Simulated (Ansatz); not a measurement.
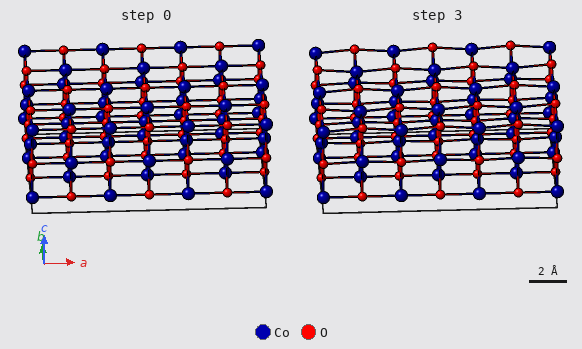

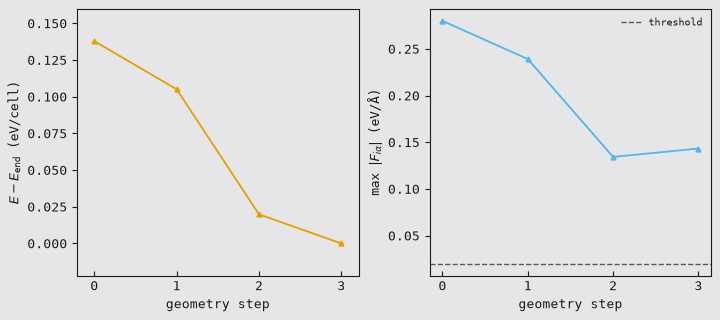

First and last geometry of a constrained relaxation of a slab of composition CoO (cut from the Fm-3m phase), with the history of the run. The picture is a ball-and-stick view of the 1 × 2 repeat of the cell, outlined in the plane, without the vacuum, seen from a free direction.

Case: flat (0 0 1) slab. 12 atoms are held fixed.

Method: DFT PBE, scalar-relativistic, plane waves, PAW (Ansatz 0.2.0). Settings: plane-wave cutoff 420 eV; k-point mesh 3 × 8 × 1; occupations gaussian; smearing width 0.1 eV; collinear spin; dipole correction; atoms relaxed in a fixed cell; force threshold 0.02 eV/Å; at most 45 steps.

Question: What do the curves and the structures tell?

Answer: The run was cut off at its time limit before the relaxation converged, so the last structure is only a point on the way. The energy falls by 0.138 eV per cell of the calculation in 3 geometry steps. The largest force component goes from 0.28 to 0.14 eV/Å. The largest moves, 0.13 Å, are those of Co atoms. By element the largest moves are Co 0.13 Å, O 0.06 Å. The cell doesn't change. Some distances before and after: Co–O 2.124 → 2.015 Å, Co–O 2.124 → 2.206 Å, Co–O 2.124 → 2.101 Å. Among the angles between lasting bonds that change: Co–O–Co 180.0° → 170.1°, O–Co–O 180.0° → 170.1°, O–Co–O 180.0° → 174.7°.
